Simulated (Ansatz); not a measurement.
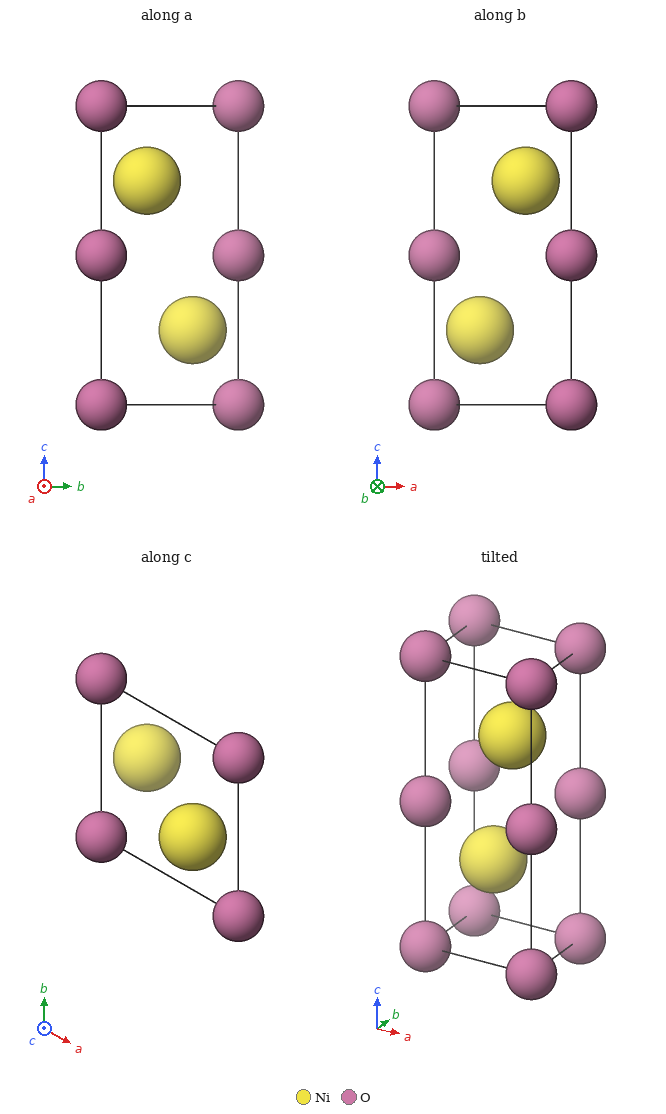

Spheres-only drawing of the structure, looking along the a axis, along the b axis, along the c axis and slightly off an axis. The conventional unit cell is outlined; an atom on or near a face, edge or corner is repeated at each equivalent position.

Lattice parameters: a = 2.8416 Å, b = 2.8416 Å, c = 5.3631 Å, α = 90.000°, β = 90.000°, γ = 120.000°.

Question: Give the structure in the form of a CIF with its space group and independent sites.

Answer:
```cif
data_structure
_symmetry_space_group_name_H-M 'P 63/m m c'
_symmetry_Int_Tables_number 194
_cell_length_a 2.8416
_cell_length_b 2.8416
_cell_length_c 5.3631
_cell_angle_alpha 90.000
_cell_angle_beta 90.000
_cell_angle_gamma 120.000
_cell_volume 37.50
loop_
_atom_site_label
_atom_site_type_symbol
_atom_site_symmetry_multiplicity
_atom_site_Wyckoff_symbol
_atom_site_fract_x
_atom_site_fract_y
_atom_site_fract_z
_atom_site_occupancy
Ni1 Ni 2 c 0.6667 0.3333 0.7500 1
O1 O 2 a 0.0000 0.0000 0.0000 1
```

Origin of the cell: a structure type filled with these elements by a generator (whether the compound takes this form wasn't checked). Earlier steps of the study may have refined or changed the cell and positions. It was run through Ansatz as a DFT input.
